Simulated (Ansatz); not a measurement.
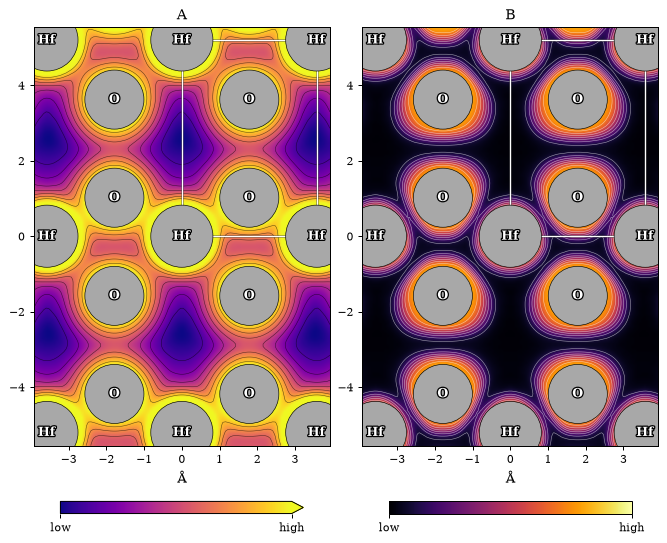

HfO$_{2}$: 2 fields on the (100) plane of the conventional cell, with unlabelled colour scales. Grey discs cover the atomic cores.

Space group P4₂/nmc; a structure from a database of computed crystals, not necessarily the ambient phase.

These are results of DFT r2SCAN, scalar-relativistic, plane waves, PAW (Ansatz), not measurements.

Match the panels to the quantities (electron localisation function and valence pseudo-density).

Panel A: valence pseudo-density. Panel B: electron localisation function. From the grid: Hf–O (2.06 Å): the density is about 0.82 e/Å³ at the midpoint; the ELF peaks at about 0.85 in the valence shell of O, 0.6 Å from its nucleus, and drops to about 0.20 between the two atoms: no localised pair shows between them. Hf–O (2.39 Å): ρ is about 0.33 e/Å³ halfway; the ELF is about 0.10 at the midpoint: no localised pair shows between them.
